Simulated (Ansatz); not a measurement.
Single-point calculation, with input and output: Mo

- system: Mo (slab, 4 atoms in the cell)
- method: DFT LDA, scalar-relativistic, plane waves, PAW, no spin polarisation (Ansatz 0.2.0)

The structure derives from an entry of the Crystallography Open Database. Figures and captions count atoms from 1; the log counts them from 0 in places.

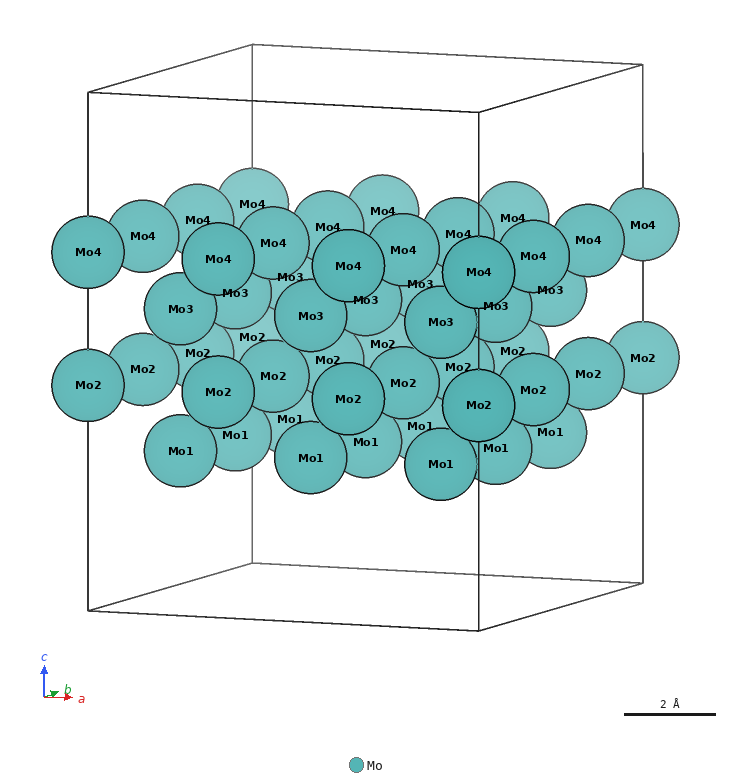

Fig. 1: The input geometry (spheres-only view of the 3 × 3 repeat of the cell, with the vacuum cut short, seen slightly off an axis; atoms are numbered from 1 in the order of the input).

Results in brief:

- outcome: converged
- electrons treated: 56
- free energy: −19366.7882 eV
- work function, top face: 4.17 eV
- work function, bottom face: 4.21 eV
- Fermi energy: 3.331 eV
- gap on the k-point mesh: none (metallic)
- work function (upper face): 4.17 eV
- largest force (length of the vector): 1.777 eV/Å
- hardware: 1 thread of Intel Xeon @ 2.50GHz (Skylake/Cascade Lake), 128 GiB of memory available, shared host
- wall time: 12 s
- peak memory: 0.51 GiB

Warnings of the run: the exchange-correlation potential is rough where the density is thin.

The input:
```yaml
crystal:
  lattice:
    - [3.1111816891, 0.0, 0.0]
    - [0.0, 3.1111816891, 0.0]
    - [0.0, 0.0, 21.5098172784]
  atoms:
    - { symbol: Mo, position: [0.5, 0.5, 0.1859615983] }
    - { symbol: Mo, position: [0.0, 0.0, 0.2582816382] }
    - { symbol: Mo, position: [0.5, 0.5, 0.3325055024] }
    - { symbol: Mo, position: [0.0, 0.0, 0.3956248056] }
basis:
  ecutwfc: 420
kpoints:
  mp_grid: { grid: [9, 9, 1] }
hamiltonian:
  xc: lda
scf:
  occupations: { method: gaussian, width: 0.1 }
output:
  forces: true
  eigenvalues: true
  write_density: true
  write_potential: true
  elf: true
  volumetric_format: npy
efield:
  axis: 3
  dipole_correction: true
  ramp_width: 0.04
```

Command:
```bash
ansatz run input.yaml --threads 1 --pin off --max-ram 3072MiB --backend cpu --events-out ev --progress --plain --runs-dir out
```

Log:
```
Engine: ansatz 0.2.0, x86_64-unknown-linux-gnu
Pseudopotentials: kind: paw
Pseudopotential: Mo, paw, valence charge 14, recommended cutoff 420 eV (normal), Mo.paw.azcp
Functional definition: SPW92
  exchange = slater_x
  correlation = pw_c
Crystal: 4 atoms, lattice volume = 208.203 Å³
Basis set: ecut = 420 eV, 4095 PW (Γ)
Bands: 34, of which v1, the nominal top of the filled ones, is band 28 counted from 1 (27 counted from 0)
Symmetry: 8 space group operations
Space group: P4mm (ITA 99), of the structure as read, at distance tolerance 5.9e-5 Å
k-points: 15 of 81
Non-local potential: Mo, projectors of the file, l = 0: 3, l = 1: 2, l = 2: 2, l = 3: 1
PAW form: soft (Blöchl's): semilocal exchange-correlation on the pseudo side does not see the compensation charge
PAW frozen core: Mo, regenerated for the run's functional, and the local potential with it (the file was generated under x = pbe(κ = 0.804, μ = 0.2195149727645171), c = pbe(β = 0.06672455060314922))
PAW one-centre angular grid: Mo, 590 points (default); XC on 64 Gauss nodes
Initial density: superposition of atomic densities (neutral atoms: chi_scale 0, normalization atom), corrected by the library's trained network
Initial wavefunctions: pseudopotential atomic-orbital guess
Functional: x = slater, c = lda
SCF iter   1: F=—  HF=-19366.828749 eV  |F-HF|=—  |Δ(HF+E_count)|=         —  Δρ=8.69e-3  dr2=3.17e-1  ethr=1.77e-3  p=0.008 e·Å  D=7.26e-3 V/Å  ΔV_dip=-0.16 eV  dr2_dipole=3.55e-2  V_vac-E_F(+/−)=4.36/4.52 eV  ⟨swp⟩=7.7  Hψ=2507  notcnv=0
efield: sawtooth ramp at fractional position 0.7708 (placed from the atoms, in the widest stretch of the axis that holds none; the zero of the levels goes with the place), width 0.0400; the density the first Hamiltonian is built on has a dipole p = 0.008 e·Å; the dipole correction subtracts the counter field D = 7.26e-3 V/Å, which shifts the + side's vacuum level by -0.16 eV against the − side's; the planar-averaged density in the ramp window peaks in size at 4.8e-6 e/Å³
preconditioner: auto → LDOS  [metal: Δε(μ)=0.051 eV  Ē_g=3.679 eV  σ=0.100 eV  W_gap=0.27  n_scr=34 (ndim 8)  ℏωp=12.6 eV  f_vac=0.607  D(μ)=3.61/eV (n_scr^D=12)  β→1.0]
SCF iter   2: F=—  HF=-19366.827537 eV  |F-HF|=—  |Δ(HF+E_count)|=   1.21e-3  Δρ=9.53e-3  dr2=7.26e-1  ethr=5.67e-4  p=0.002 e·Å  D=1.82e-3 V/Å  ΔV_dip=-0.04 eV  dr2_dipole=1.04e-1  V_vac-E_F(+/−)=4.19/4.23 eV  ⟨swp⟩=2.0  Hψ=879  notcnv=0  defer=15  recentre
SCF iter   3: F=—  HF=-19366.791143 eV  |F-HF|=—  |Δ(HF+E_count)|=   3.64e-2  Δρ=2.77e-3  dr2=3.75e-2  ethr=5.67e-4  p=0.005 e·Å  D=4.44e-3 V/Å  ΔV_dip=-0.10 eV  dr2_dipole=4.91e-3  V_vac-E_F(+/−)=4.24/4.33 eV  ⟨swp⟩=2.1  Hψ=743  notcnv=0  defer=15
SCF iter   4: F=—  HF=-19366.788369 eV  |F-HF|=—  |Δ(HF+E_count)|=   2.77e-3  Δρ=8.85e-4  dr2=4.34e-3  ethr=6.70e-5  p=0.003 e·Å  D=2.66e-3 V/Å  ΔV_dip=-0.06 eV  dr2_dipole=2.90e-4  V_vac-E_F(+/−)=4.18/4.24 eV  ⟨swp⟩=2.0  Hψ=640  notcnv=0  defer=15
SCF iter   5: F=—  HF=-19366.787948 eV  |F-HF|=—  |Δ(HF+E_count)|=   4.20e-4  Δρ=2.56e-4  dr2=2.71e-4  ethr=7.74e-6  p=0.003 e·Å  D=2.41e-3 V/Å  ΔV_dip=-0.05 eV  dr2_dipole=8.87e-6  V_vac-E_F(+/−)=4.17/4.22 eV  ⟨swp⟩=2.4  Hψ=682  notcnv=0  defer=15
SCF iter   6: F=—  HF=-19366.787976 eV  |F-HF|=—  |Δ(HF+E_count)|=   2.76e-5  Δρ=1.35e-4  dr2=1.16e-4  ethr=4.83e-7  p=0.003 e·Å  D=2.23e-3 V/Å  ΔV_dip=-0.05 eV  dr2_dipole=2.09e-5  V_vac-E_F(+/−)=4.17/4.21 eV  ⟨swp⟩=2.9  Hψ=750  notcnv=0  defer=15
SCF iter   7: F=—  HF=-19366.787974 eV  |F-HF|=—  |Δ(HF+E_count)|=   2.49e-6  Δρ=4.56e-5  dr2=1.50e-5  ethr=2.07e-7  p=0.002 e·Å  D=2.14e-3 V/Å  ΔV_dip=-0.05 eV  dr2_dipole=7.10e-7  V_vac-E_F(+/−)=4.17/4.21 eV  ⟨swp⟩=1.8  Hψ=535  notcnv=0  defer=15
SCF iter   8: F=—  HF=-19366.788163 eV  |F-HF|=—  |Δ(HF+E_count)|=   1.90e-4  Δρ=1.02e-5  dr2=2.04e-7  ethr=2.68e-8  p=0.002 e·Å  D=2.10e-3 V/Å  ΔV_dip=-0.05 eV  dr2_dipole=4.38e-9  V_vac-E_F(+/−)=4.17/4.21 eV  ⟨swp⟩=2.0  Hψ=646  notcnv=0  defer=14
SCF iter   9: F=-19366.788164 eV  HF=-19366.788164 eV  |F-HF|=2.09e-8  |Δ(HF+E_count)|=   4.06e-7  Δρ=3.01e-6  dr2=4.36e-8  ethr=1.79e-10  p=0.002 e·Å  D=2.06e-3 V/Å  ΔV_dip=-0.04 eV  dr2_dipole=2.07e-9  V_vac-E_F(+/−)=4.17/4.21 eV  ⟨swp⟩=16.7  Hψ=4461  notcnv=0
SCF 1 converged in 9 iterations: F = -19366.788164 eV  dr2 = 4.36e-8
  greatest PAW one-centre occupation: 0.999 electrons in one spin orbital (limit 2), on the Mo atom at site 2 (counted from 0), in its partial waves of l = 0
```

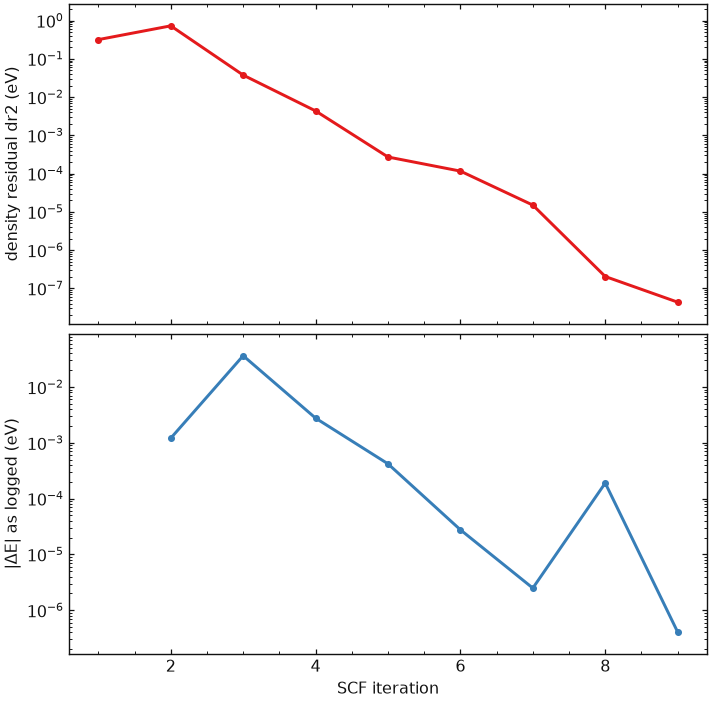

Fig. 2: Convergence of the self-consistent field: density residual dr2 and size of the energy change against the SCF iteration. The residual comes down, with one marked jump up, by a factor of about 2.5, at step 2.

```
WARN: The output density's exchange-correlation potential varies sharply where the density is thin. Do not read a vacuum level from v_tot or v_xc, or from such a field of the output density. On a cell that repeats whose density bears no net charge and no dipole along the vacuum's axis use v_es (v_loc + v_h of the components); under efield.dipole_correction with no amplitude use v_es + v_field, which holds any external_charges[].barrier, or the levels of the report's work_function block, which leave it out; under a non-zero efield.amplitude the vacuum is tilted and has no level; on a cell that repeats and bears such a dipole with no correction it is tilted too, and efield.dipole_correction with no amplitude gives each side of its ramp a level where efield: is served; in a cell that repeats whose density bears a net charge (total_charge, or a fill off its count) it is curved and has none; of a slab under crystal.periodic whose density bears no net charge use v_es, which has a level on each side, short of where the two are joined; of another it falls or rises all the way out and has none; of a slab beside external_charges read slab_vacuum_level instead, which it has where they leave it neutral. The grid or the basis barely resolves most such structure, and the values can differ between equally converged runs; as a rule a tighter scf.convergence.dr2_threshold does not remove it. Where the density itself ripples (under the LDA too) a higher basis.ecutwfc lessens it. The files hold the spikes' plane waves up to the density's cutoff. Files: v_tot_of_output_density and the like, and their columns of v_z.tsv (output.write_potential); v_xc_of_output_density and the like, and their columns of v_comp_z.tsv (output.write_potential_components). Measured: with its Gaussian average of σ = 0.25 Å subtracted twice, the exchange-correlation potential is over 0.1 eV at 19 of the grid points where the equally averaged density (valence and model cores) is under 1e-3 e/Å³, and 0.131 eV at the most among them, at an averaged density of 4.1e-7 e/Å³. The input density's (outcome.potential() and, of a run that writes arrays, v_tot and v_xc) is over 0.1 eV, so measured, at 29 points of its own thin density, 0.134 eV at the most. See output.write_potential in the manual, Limitations
SCF converged after 9 iterations
Free energy (F): -19366.788164 eV
Harris-Foulkes:  -19366.788164 eV  (|F-HF|=2.09e-8)
Internal energy: -19366.768585 eV  (E = F + TS)
E sigma→0 (E₀):  -19366.778374 eV
Entropy (-TS):   -0.019579 eV (-4.895 meV/atom)
Fermi energy:    3.331289 eV
Dipole field:    D = 0.002001 V/Å  (p = 0.002303 e·Å, saw-weighted, corrected)
Work function:   Φ+ = 4.1678 eV   Φ− = 4.2109 eV
Levels:          The Fermi level and band energies are counted from a zero that moves with the ramp; work functions are not
--- Per-component energies (eV) ---
  E_band       = -1184.040451
  E_kinetic    = 1764.176473
  E_local      = -57747.138872  (includes V_loc(G=0)·N_el)
  E_nonlocal   = 597.065869
  E_hartree    = 27851.459948
  E_xc         = -725.243719
  E_vxc        = -908.859975  (∫ρ·V_xc dr)
  E_paw        = -12359.361063  (= ΣΔE_a)
  E_vpaw       = -592.214737  (= ΣTr[D̂ρ^β])
  E_aug_tail   = 0.000122  (compensation charges beyond the density's cutoff)
  E_efield     = 0.000002  (sawtooth field / dipole correction)
  E_vefield    = -0.005541  (∫n·V_field dr)
  E_ewald      = 21250.381390
  E_core_change = 1.891265  (= ΣΔE_core)
  E_smearing   = -0.019579  (= −TS)
  E_closure    = 0.000000  (closes the sum)
  Σ components = -19366.788164   (vs F -19366.788164, Δ=0.00e0)
--- Forces (eV/Å), atoms counted from 1 ---
  atom   1  Mo    -0.00000000     0.00000000     1.77690670
  atom   2  Mo     0.00000000     0.00000000    -1.77464525
  atom   3  Mo     0.00000000     0.00000000    -0.00272661
  atom   4  Mo    -0.00000000     0.00000000     0.00042960
  max |Σ_I F_I| component: 3.56e-5 eV/Å
--- Band table (eV; the first three rows and the last of 15) ---
  k-point 0: bands = ["-57.4748", "-57.2694", "-57.0067", "-56.8711", "-31.7913", "-31.7526", "-31.7526", "-31.6038", "-31.3718", "-31.3718", "-31.2222", "-30.8739", "-30.8739", "-30.8574", "-30.6505", "-30.6505", "-2.8196", "-1.7634", "-1.2949", "-0.7737", "-0.0957", "0.1521", "2.3389", "2.3389", "2.3999", "2.5413", "3.0210", "3.0210", "3.1750", "3.4017", "3.8556", "4.3721", "4.3721", "4.6713"]
  k-point 1: bands = ["-57.4590", "-57.2627", "-57.0097", "-56.8799", "-31.8714", "-31.7969", "-31.7217", "-31.5625", "-31.4555", "-31.3576", "-31.1200", "-30.9703", "-30.8832", "-30.7953", "-30.6774", "-30.6727", "-2.5685", "-1.5736", "-1.1205", "-0.6536", "-0.1352", "0.3613", "1.8676", "2.0046", "2.2073", "2.7296", "2.9578", "3.1371", "3.2931", "3.5170", "3.6937", "4.5860", "4.7884", "4.9616"]
  k-point 2: bands = ["-57.4153", "-57.2461", "-57.0185", "-56.9040", "-32.0124", "-31.9136", "-31.6340", "-31.5514", "-31.5229", "-31.3199", "-31.0376", "-31.0120", "-30.9102", "-30.8130", "-30.7531", "-30.6849", "-1.9444", "-1.2384", "-0.5927", "-0.4528", "-0.3293", "1.2212", "1.2599", "1.5977", "2.0822", "2.5455", "2.8488", "3.0365", "3.2334", "3.8864", "4.4344", "4.4702", "4.9289", "5.3383"]
  k-point 14: bands = ["-57.2580", "-57.2163", "-57.0198", "-56.9400", "-32.2163", "-32.2019", "-31.7717", "-31.7097", "-31.5079", "-31.3745", "-31.2302", "-31.1624", "-31.0378", "-31.0066", "-30.7098", "-30.7002", "-0.9530", "-0.8965", "0.1847", "0.2774", "0.7186", "1.0999", "1.1069", "1.3563", "2.2070", "2.2666", "4.6165", "4.7877", "4.9892", "5.0768", "5.2211", "5.6198", "5.8388", "5.9990"]
```

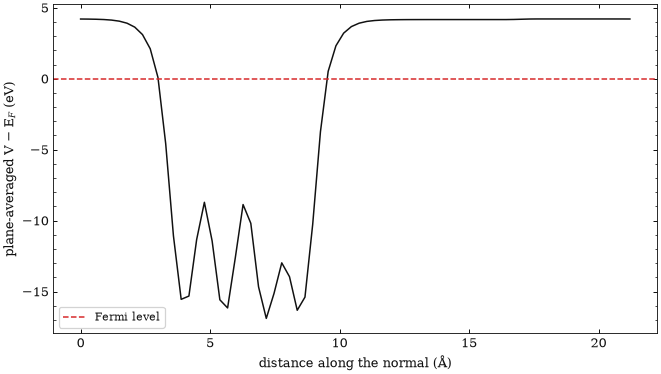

Fig. 3: Plane average of the electrostatic potential energy of an electron across the cell, from the Fermi level. The vacuum level lies 4.17 eV above the Fermi level on the upper side and 4.21 eV on the lower.

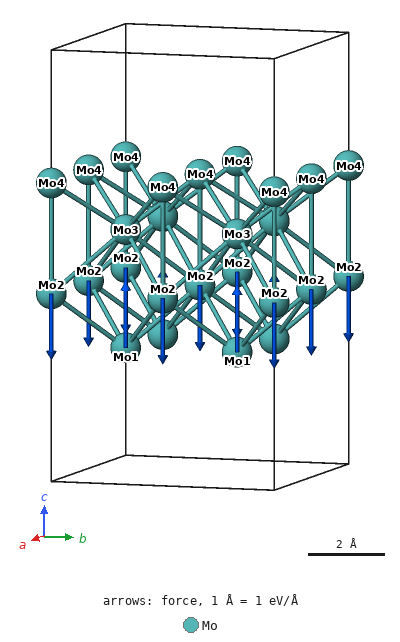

Fig. 4: Forces on the atoms as blue arrows (ball-and-stick view of the 2 × 2 repeat of the cell, with the vacuum cut short, seen slightly off an axis; atoms are numbered from 1 in the order of the input); the smallest are left out. The largest act on Mo1 (1.78 eV/Å); Mo2 (1.77 eV/Å). The geometry is not a stationary point of this energy.

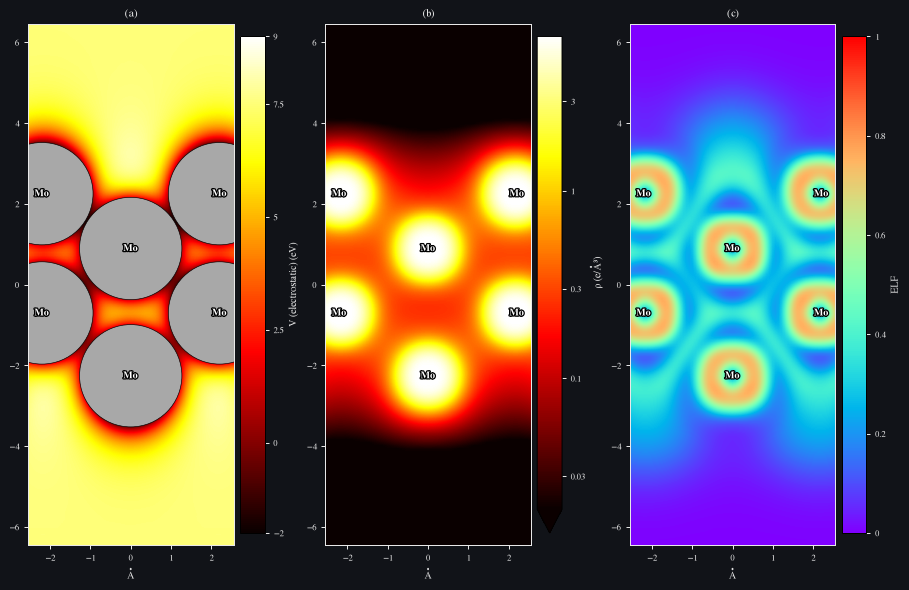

Fig. 5: (a) electrostatic potential energy of an electron; (b) valence pseudo-density; (c) ELF on the (11̄0) plane of the calculation cell, a cut from vacuum to vacuum. Grey discs, where drawn, cover atomic cores. Atoms in the plane: Mo. Mo–Mo (2.59 Å): the density is about 0.5 e/Å³ at the midpoint; the ELF is about 0.35 at the midpoint, which marks nearly free electrons, as in a simple metal. Mo–Mo (2.69 Å): the density is about 0.42 e/Å³ at the midpoint; the ELF is about 0.35 at the midpoint (metallic bonding. The density dies away to nearly zero in the vacuum. The strong features right at Mo lie inside the PAW spheres (semicore, d or f shells) and say nothing about bonding. In a PAW calculation such maps are meaningful between the atoms, not at the nuclei.

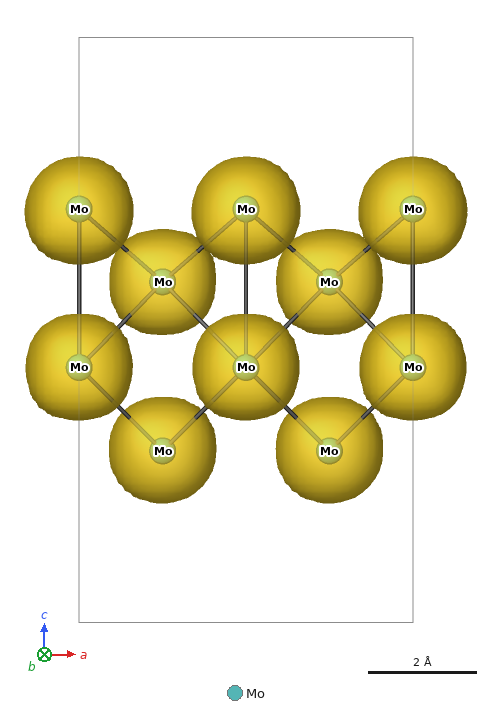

Fig. 6: Isosurface of the valence pseudo-density at 0.6 e/Å³ (yellow), seen along the b axis. Sticks mark near contacts. At this value the density breaks into separate islands; it holds about 75 % of the electrons treated as valence (semicore included). It is pinched off along the Mo–Mo (2.59 Å), Mo–Mo (2.69 Å) and Mo–Mo (2.95 Å) contacts. On the grid the lowest density along these lines, outside the cores, is 0.5 e/Å³ (Mo–Mo, 2.59 Å), 0.42 e/Å³ (Mo–Mo, 2.69 Å) and 0.31 e/Å³ (Mo–Mo, 2.95 Å).
